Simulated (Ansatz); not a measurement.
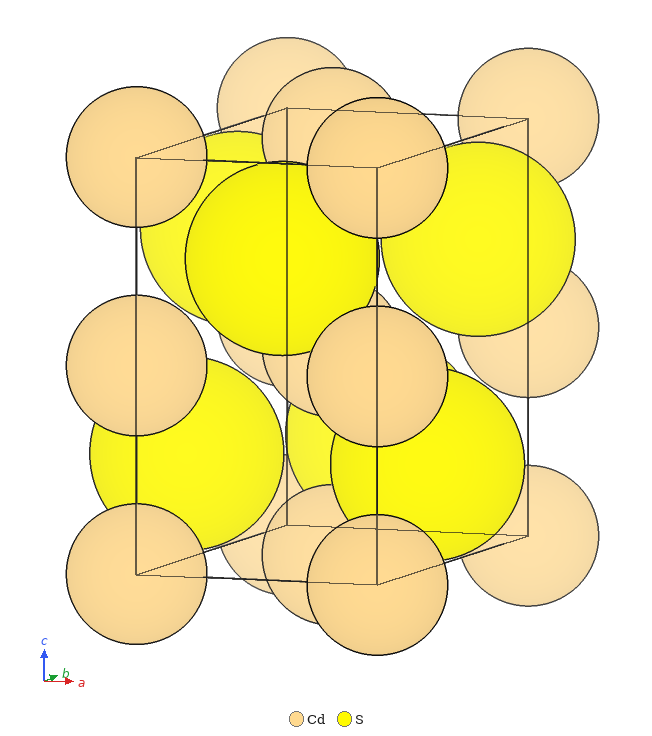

The crystal in a space-filling representation, seen slightly off an axis. The lines enclose the conventional unit cell; boundary atoms appear with their images.

CdS, space group Cmcm (No. 63), a = 3.939 Å, b = 6.653 Å, c = 6.445 Å, α = 90.00°, β = 90.00°, γ = 90.00°. The initial geometry was a structure type filled with these elements by a generator (whether the compound takes this form wasn't checked). The cell was then strained or its atoms displaced on purpose. A calculation with Ansatz used it as input.

This one geometry was computed with Ansatz (DFT, plane waves, PAW) at three levels of theory: r2SCAN, HSE06 and PBE. It was relaxed with r2SCAN and then strained.

Which level gives the highest pressure at this volume, and what does that say about its equilibrium volume?

Answer. Highest: PBE (0.0 GPa), which points to the largest equilibrium volume. Lowest, with the smallest volume: r2SCAN (-1.8 GPa) and HSE06 (-1.8 GPa). Levels within 0.5 GPa of each other can't be told apart.

How does the band gap change with the level of theory?

Answer. PBE: a gap of 0.54 eV, direct; r2SCAN: a gap of 1.13 eV, direct; HSE06: a gap of 1.51 eV, direct.

Collect the results in a table.

Answer.
| level | cutoff (eV) | k-mesh of the run's cell | gap (eV) | pressure (GPa) |
| --- | --- | --- | --- | --- |
| r2SCAN | 500 | 12×12×4 | 1.13 | -1.8 |
| HSE06 | 420 | 6×6×4 | 1.51 | -1.8 |
| PBE | 420 | 12×12×4 | 0.54 | 0.0 |

Gaps are taken on the k-mesh or band path of each run.
